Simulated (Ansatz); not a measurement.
# Single-point calculation, with input and output: Ni$_{13}$Si$_{7}$ (part 2 of 2)

The same run, continued: Ni$_{13}$Si$_{7}$ (slab, 20 atoms in the cell); DFT, PBEsol, plane waves, PAW, no spin polarisation (Ansatz 0.2.0); cutoff 420 eV, 9×9×1 k-mesh, Gaussian smearing of 0.1 eV. The structure derives from an entry of the Crystallography Open Database.

Geometry of the input (Å; fractional positions):
```
3.8685  0.0000  0.0000
-1.9342  3.3502  0.0000
0.0000  0.0000  29.7510
Si 0.6667  0.3333  0.2583
Ni 0.3333  0.6667  0.2542
Ni 0.0000  0.0000  0.2888
Si 0.3333  0.6667  0.3343
Ni 0.6667  0.3333  0.3359
Ni 0.0000  0.0000  0.3745
Si 0.6667  0.3333  0.4184
Ni 0.3333  0.6667  0.4160
Ni 0.0000  0.0000  0.4582
Si 0.3333  0.6667  0.5000
Ni 0.6667  0.3333  0.5000
Ni 0.0000  0.0000  0.5418
Si 0.6667  0.3333  0.5816
Ni 0.3333  0.6667  0.5840
Ni 0.0000  0.0000  0.6255
Si 0.3333  0.6667  0.6657
Ni 0.6667  0.3333  0.6641
Ni 0.0000  0.0000  0.7112
Si 0.6667  0.3333  0.7417
Ni 0.3333  0.6667  0.7458
```

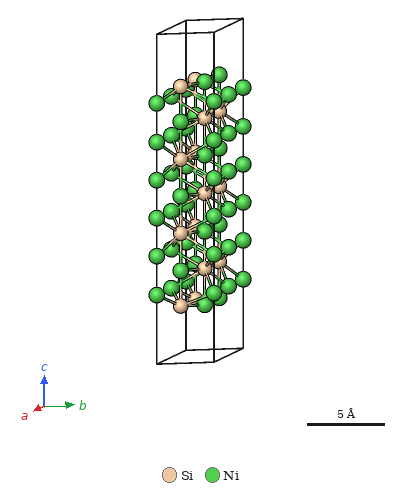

Figure 1. The structure (ball-and-stick view of the 2 × 1 repeat of the cell, with the vacuum cut short, seen slightly off an axis). An atom can appear more than once, as a periodic image.

Output, continued
```
  k-point 0: bands = ["-95.6888", "-95.6888", "-95.5971", "-95.5741", "-95.5741", "-95.5081", "-95.5081", "-95.3014", "-95.3014", "-95.2432", "-95.2382", "-95.2317", "-95.2311", "-56.2812", "-56.2812", "-56.2812", "-56.2812", "-56.2132", "-56.2132", "-56.2114", "-56.2114", "-56.1874", "-56.1874", "-56.1874", "-56.1874", "-56.0829", "-56.0829", "-56.0829", "-56.0829", "-56.0746", "-56.0518", "-56.0517", "-56.0425", "-56.0425", "-55.9558", "-55.9558", "-55.9558", "-55.9558", "-55.8154", "-55.8154", "-55.8152", "-55.8121", "-55.8121", "-55.7973", "-55.7973", "-55.7973", "-55.7973", "-55.7883", "-55.7513", "-55.7174", "-55.6753", "-55.6753", "-5.0421", "-4.7432", "-4.2047", "-3.3652", "-2.3120", "-1.2673", "-0.5939", "1.6594", "2.4906", "2.5228", "2.5228", "2.5805", "2.5805", "2.6963", "2.6963", "2.8966", "2.8966", "3.0786", "3.1756", "3.1756", "3.4459", "3.4672", "3.4672", "3.7244", "3.7244", "3.7458", "3.7877", "4.0916", "4.0916", "4.2418", "4.2418", "4.2927", "4.2927", "4.3253", "4.3253", "4.3824", "4.3824", "4.4100", "4.4100", "5.5645", "5.5921", "5.6080", "5.6080", "5.7125", "5.7125", "5.7911", "5.8959", "5.9077", "5.9599", "5.9599", "6.0781", "6.2021", "6.2021", "6.3042", "6.3042", "6.3079", "6.3298", "6.3298", "6.3480", "6.3480", "6.3481", "6.3481", "6.3831", "6.3831", "6.4332", "6.4332", "6.5195", "6.5195", "6.7245", "6.7245", "6.9757", "6.9757", "7.6659", "7.8398", "8.8578", "9.7823", "10.1947", "10.4365", "10.4890", "10.5236", "10.5236", "10.5606", "10.5791", "10.5791", "10.6120", "10.6120", "10.7685", "10.7685", "10.8511", "10.8526", "10.8755", "10.8755", "11.1109", "11.1109", "11.3721", "11.3721", "11.5125", "11.5125", "11.7785", "11.8421", "11.8421", "11.9700", "11.9700", "11.9964", "12.2365", "12.2365"]
  k-point 1: bands = ["-95.6887", "-95.6887", "-95.5971", "-95.5741", "-95.5741", "-95.5080", "-95.5080", "-95.3015", "-95.3015", "-95.2432", "-95.2382", "-95.2317", "-95.2311", "-56.2814", "-56.2814", "-56.2813", "-56.2813", "-56.2135", "-56.2135", "-56.2116", "-56.2115", "-56.1875", "-56.1875", "-56.1875", "-56.1875", "-56.0833", "-56.0833", "-56.0823", "-56.0823", "-56.0749", "-56.0522", "-56.0520", "-56.0432", "-56.0432", "-55.9558", "-55.9558", "-55.9553", "-55.9553", "-55.8157", "-55.8152", "-55.8146", "-55.8120", "-55.8118", "-55.7972", "-55.7972", "-55.7972", "-55.7972", "-55.7879", "-55.7512", "-55.7175", "-55.6751", "-55.6751", "-4.8811", "-4.5845", "-4.0504", "-3.2186", "-2.1790", "-1.1654", "-0.5534", "1.6478", "2.2011", "2.4629", "2.4905", "2.6049", "2.6585", "2.6769", "2.7701", "2.8364", "2.9653", "3.0326", "3.2054", "3.2409", "3.3084", "3.3341", "3.4624", "3.5286", "3.7094", "3.7841", "4.0478", "4.1309", "4.1373", "4.2715", "4.2811", "4.3015", "4.3231", "4.3305", "4.3488", "4.3664", "4.3813", "4.4002", "4.4180", "5.4993", "5.5367", "5.5589", "5.6430", "5.6524", "5.6568", "5.7488", "5.7575", "5.8823", "5.9116", "5.9304", "6.0980", "6.1084", "6.1285", "6.2134", "6.2193", "6.2247", "6.2396", "6.2920", "6.2967", "6.3205", "6.3382", "6.3619", "6.3696", "6.3878", "6.4370", "6.4426", "6.4875", "6.5353", "6.6547", "6.7238", "6.9035", "6.9595", "7.6312", "7.8455", "8.8103", "8.8561", "8.9724", "9.1678", "9.1698", "9.3876", "9.5501", "9.7624", "9.7821", "10.2151", "10.3504", "10.3785", "10.4704", "10.5990", "10.8769", "10.8855", "10.9835", "11.2715", "11.4957", "11.5012", "11.5730", "11.6563", "11.8775", "12.1054", "12.1579", "12.2189", "12.3044", "12.3389", "12.4338", "12.5694", "12.6181", "13.1885"]
  k-point 2: bands = ["-95.6887", "-95.6887", "-95.5970", "-95.5741", "-95.5740", "-95.5079", "-95.5079", "-95.3016", "-95.3016", "-95.2433", "-95.2383", "-95.2318", "-95.2311", "-56.2817", "-56.2817", "-56.2817", "-56.2817", "-56.2142", "-56.2142", "-56.2120", "-56.2119", "-56.1879", "-56.1878", "-56.1878", "-56.1877", "-56.0845", "-56.0845", "-56.0808", "-56.0808", "-56.0758", "-56.0529", "-56.0527", "-56.0451", "-56.0451", "-55.9557", "-55.9557", "-55.9540", "-55.9540", "-55.8165", "-55.8148", "-55.8133", "-55.8119", "-55.8110", "-55.7969", "-55.7969", "-55.7968", "-55.7967", "-55.7871", "-55.7510", "-55.7177", "-55.6745", "-55.6745", "-4.4074", "-4.1185", "-3.5981", "-2.7927", "-1.8033", "-0.9088", "-0.5000", "1.4831", "1.6842", "2.0711", "2.0800", "2.4065", "2.4741", "2.8423", "2.8803", "2.8824", "2.9811", "2.9830", "3.1596", "3.2147", "3.4163", "3.4241", "3.4599", "3.6118", "3.7009", "3.9551", "4.0750", "4.1209", "4.1548", "4.2706", "4.2982", "4.3867", "4.3925", "4.4113", "4.4413", "4.4416", "4.4610", "4.5169", "4.5627", "5.3563", "5.3751", "5.4264", "5.4851", "5.4931", "5.5315", "5.5803", "5.6245", "5.6939", "5.8562", "5.8729", "5.8965", "5.9453", "5.9482", "5.9564", "6.0150", "6.0836", "6.1070", "6.1580", "6.1714", "6.2699", "6.3049", "6.3120", "6.3922", "6.3966", "6.3968", "6.4345", "6.4353", "6.4997", "6.5426", "6.6656", "6.7261", "6.9024", "7.4050", "7.4920", "7.6248", "7.7487", "7.9241", "7.9680", "8.1594", "8.2721", "8.7556", "8.7729", "8.8907", "9.4706", "9.6521", "9.9503", "10.2609", "10.3006", "10.5756", "10.6611", "10.7678", "11.0519", "11.0734", "11.1953", "11.5511", "11.5543", "12.2311", "12.4792", "12.7361", "12.8378", "13.2465", "13.4178", "13.6191", "13.9480", "13.9539", "13.9699"]
  k-point 11: bands = ["-95.6885", "-95.6885", "-95.5969", "-95.5739", "-95.5739", "-95.5076", "-95.5076", "-95.3019", "-95.3019", "-95.2436", "-95.2384", "-95.2319", "-95.2312", "-56.2835", "-56.2835", "-56.2815", "-56.2815", "-56.2164", "-56.2164", "-56.2136", "-56.2116", "-56.1894", "-56.1893", "-56.1878", "-56.1877", "-56.0888", "-56.0888", "-56.0773", "-56.0734", "-56.0734", "-56.0547", "-56.0547", "-56.0519", "-56.0518", "-55.9569", "-55.9569", "-55.9496", "-55.9496", "-55.8173", "-55.8145", "-55.8129", "-55.8105", "-55.8077", "-55.7969", "-55.7969", "-55.7949", "-55.7948", "-55.7855", "-55.7507", "-55.7182", "-55.6731", "-55.6731", "-1.7379", "-1.7211", "-1.6070", "-1.4820", "-1.3458", "-0.9751", "-0.8852", "0.5533", "0.8595", "1.0374", "1.2439", "1.3209", "1.5776", "1.8918", "1.9517", "2.3175", "2.4102", "2.6625", "2.7129", "3.1657", "3.4599", "3.5796", "3.6428", "3.8275", "3.8541", "4.3954", "4.3989", "4.4550", "4.4837", "4.4884", "4.5120", "4.5683", "4.7910", "4.8057", "4.8248", "4.8485", "4.8780", "4.8945", "4.8966", "4.9472", "4.9527", "5.0445", "5.0628", "5.1551", "5.1671", "5.1833", "5.2478", "5.3210", "5.3498", "5.4382", "5.5299", "5.6526", "5.6627", "5.6716", "5.6947", "5.8085", "5.8722", "5.8749", "5.8806", "5.9669", "5.9933", "5.9968", "6.0213", "6.0453", "6.0890", "6.1761", "6.1829", "6.2679", "6.2756", "6.3199", "6.4155", "6.4389", "6.4655", "6.4959", "6.5087", "6.6009", "6.7414", "6.8771", "7.0787", "7.3202", "7.3457", "7.5744", "7.7541", "7.8202", "8.3980", "8.6085", "8.7044", "9.0535", "10.1292", "10.2716", "11.4190", "11.7284", "12.4445", "12.8959", "13.2533", "13.2930", "14.1661", "14.1864", "14.7624", "14.7638", "14.8082", "14.9879", "15.1194", "15.1234", "15.1607", "15.2099"]
```

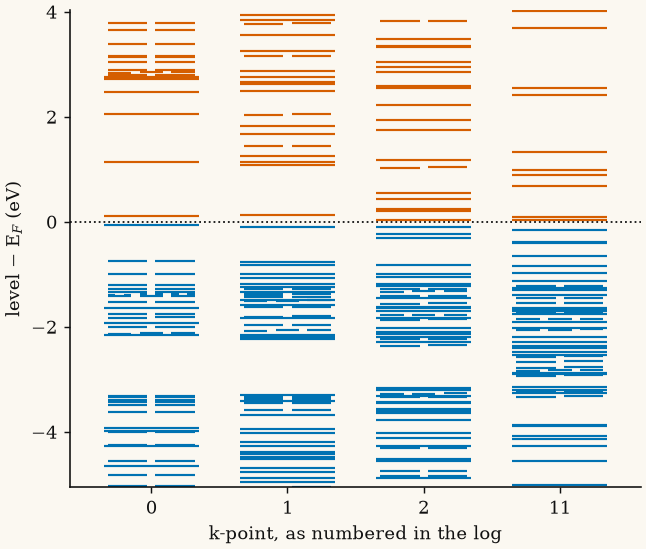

Figure 2. Kohn–Sham levels near the Fermi level (dotted) at the few k-points that the log prints; levels within 0.02 eV of each other stand side by side. The system is metallic on the full mesh.

Key numbers

```tsv
quantity	value
outcome	converged
electrons treated	262
free energy	−79823.8793 eV
Fermi energy	7.723 eV
gap on the k-point mesh	none (metallic)
largest force (length of the vector)	0.008 eV/Å
wall time	14 s (CPU time 53 s)
peak memory	1.6 GiB
```

Remarks

Settings chosen away from the usual ones: accuracy set to medium; basis.ecutwfc removed. The run has no spin polarisation, so a magnetic state may lie lower.
